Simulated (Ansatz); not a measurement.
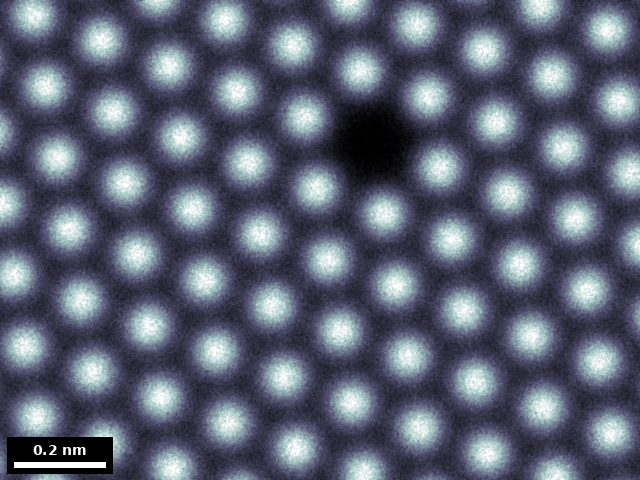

Z-contrast image of Ir (Fm-3m, No. 225) along [111]. Simulated incoherent Z contrast: every atom adds Z^1.7 spread by a probe of 0.88 Å full width; channelling and multiple scattering are left out. The probe carries 25 % of its weight in a tail 2.5 times as wide. Shot noise was added.

The sample is 1 repeat (6.7 Å) thick. One point defect was put into the perfect crystal, without relaxing the atoms around it. Brightness is counted from the darkest point of the image. Host structure: the end point of a relaxation with DFT, PAW plane waves, pbe, spin-orbit (Ansatz); the starting structure was generated, so it need not be a known form of this composition.

Where is the defect (in Å from the left and the top edge), and what does its contrast suggest?

At about 8 Å from the left and 3 Å from the top. The column has all but vanished there, which points to a vacancy or a much lighter atom. The column holds 1 atom (Ir) through the sample, and one Ir atom is missing, so its peak vanishes.
